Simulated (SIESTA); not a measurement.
## Li: 7 runs along one coordinate

System: Li (2 atoms in the cell).
Method: Kohn-Sham DFT of a periodic cell, PBE, PseudoDojo 0.4 standard, converted to PSML, no spin polarisation (SIESTA 5.4.2).

The 7 runs differ only in the geometry, by an even scaling of the cell at fixed fractional positions. The structure derives from an entry of the Crystallography Open Database.

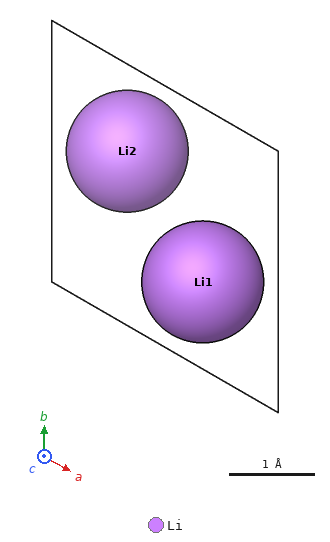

Figure 1. The structure of run 4 (spheres-only view of the cell of the calculation, along the c axis; atoms are numbered from 1 in the order of the input).

### Input of run 4
```
SystemName                      Li
SystemLabel                     Li
NumberOfSpecies                 1
NumberOfAtoms                   2
%block ChemicalSpeciesLabel
  1   3 Li
%endblock ChemicalSpeciesLabel
%include structure.fdf

%block kgrid.MonkhorstPack
   10   0   0  0.0
    0  10   0  0.0
    0   0   5  0.0
%endblock kgrid.MonkhorstPack
XC.Functional                   GGA
XC.Authors                      PBE
PAO.BasisSize                   DZP
PAO.EnergyShift                 0.002 Ry
Mesh.Cutoff                     800 Ry
OccupationFunction              FD
ElectronicTemperature           0.05 eV
MaxSCFIterations                120
SCF.MustConverge                false
SCF.Mixer.Method                Pulay
SCF.Mixer.Weight                0.25
SCF.Mixer.History               8
SCF.DM.Tolerance                5.0e-05
SCF.H.Tolerance                 1.0e-03 eV
WriteForces                     true
Charge.Mulliken                 end
Charge.Hirshfeld                end
Charge.Voronoi                  end
SaveRho                         true
SaveElectrostaticPotential      true
%block PAO.PolarizationScheme
  Li non-perturbative
%endblock PAO.PolarizationScheme
%block PAO.Basis
  Li 3
  n=1 0 1
    2.890
  n=2 0 2
    9.500 0.000
  n=2 1 1
    9.500
%endblock PAO.Basis
```

### File structure.fdf of run 4
```
LatticeConstant                 1.0 Ang
%block LatticeVectors
     3.1110000000     0.0000000000     0.0000000000
    -1.5555000000     2.6942050312     0.0000000000
     0.0000000000     0.0000000000     5.0930000000
%endblock LatticeVectors
AtomicCoordinatesFormat         Fractional
%block AtomicCoordinatesAndAtomicSpecies
     0.6666666667     0.3333333333     0.7500000000  1  Li
     0.3333333333     0.6666666667     0.2500000000  1  Li
%endblock AtomicCoordinatesAndAtomicSpecies
```

Command:
```bash
siesta < Li.fdf > Li.out 2>&1
```

Run 3 has the same physical settings and fractional positions; its lattice vectors (Å) are:
```
   3.090120    0.000000    0.000000
  -1.545060    2.676123    0.000000
   0.000000    0.000000    5.058818
```

### Results, with one run withheld

| run | volume per atom (Å³) | free energy per atom, from the lowest run given (meV) | pressure (GPa) |
| --- | --- | --- | --- |
| 1 | 20.063 | 0.98 | 0.55 |
| 2 | 20.490 | 0.00 | 0.19 |
| 3 | 20.917 | ? | ? |
| 4 | 21.344 | 0.67 | −0.42 |
| 5 | 21.771 | 2.16 | −0.69 |
| 6 | 22.198 | 4.33 | −0.93 |
| 7 | 22.625 | 7.11 | −1.16 |

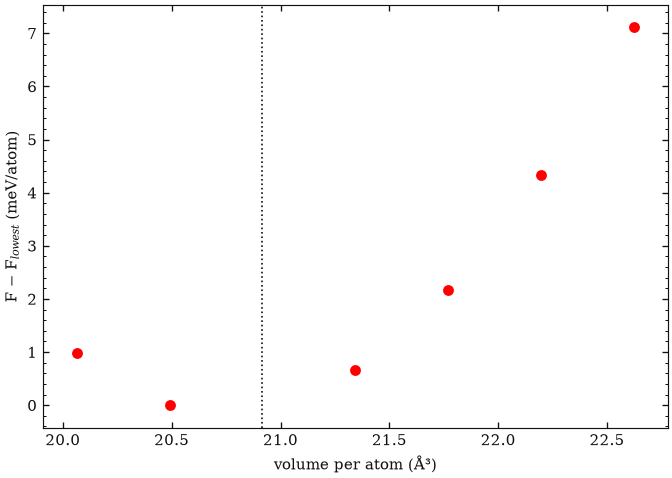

Figure 2. Free energy per atom of the runs given; the dotted line marks run 3.

Fit the runs given and predict run 3.

A cubic polynomial in V^(−2/3) (the Birch–Murnaghan form), fitted to the 6 runs given, misses them by under 0.01 meV per atom. With x = V^(−2/3) − 0.12980 Å⁻², it reads F = 0.77904 − 694.36 x + 1.3026e+05 x² − 1.3225e+05 x³ (meV per atom). At run 3 it gives −0.08 meV per atom, and the run itself gives −0.08. The slope of the fit gives a pressure −dF/dV of −0.13 GPa there, and the run prints −0.13 GPa. The fit has its minimum at 20.739 Å³ per atom, where V d²F/dV² gives 15.6 GPa. Cell shape and fractional positions are held, so this is the stiffness under even scaling; the relaxed bulk modulus wasn't computed.

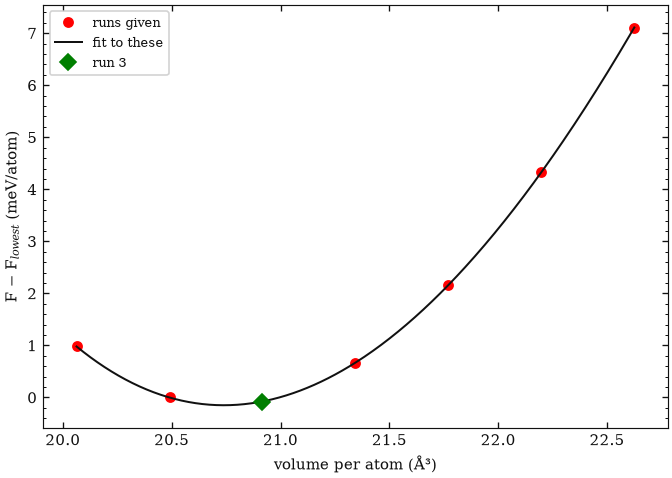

Figure 3. The fit and the withheld run.

### Some lines of the output (run 3)
```
[...]
outcell: Cell volume (Ang**3)        :     41.8341
stepf: Fermi-Dirac step function
siesta: Etot    =      -391.952394
siesta: FreeEng =      -391.959574
        iscf     Eharris(eV)        E_KS(eV)     FreeEng(eV)     dDmax    Ef(eV) dHmax(eV)
siesta: E_KS(eV) =             -391.9525
siesta: E_KS - E_eggbox =      -391.9525
siesta: Etot    =      -391.952460
siesta: FreeEng =      -391.959647
siesta:         Fermi =      -6.323117
siesta: Cell volume =         41.834098 Ang**3
    Orbital volume contribution        =           3.242250 eV
```

Notes: Points of doubt noted for this run: mulliken charges of long orbitals. With a small basis of atomic orbitals these values can differ much from converged plane-wave results.
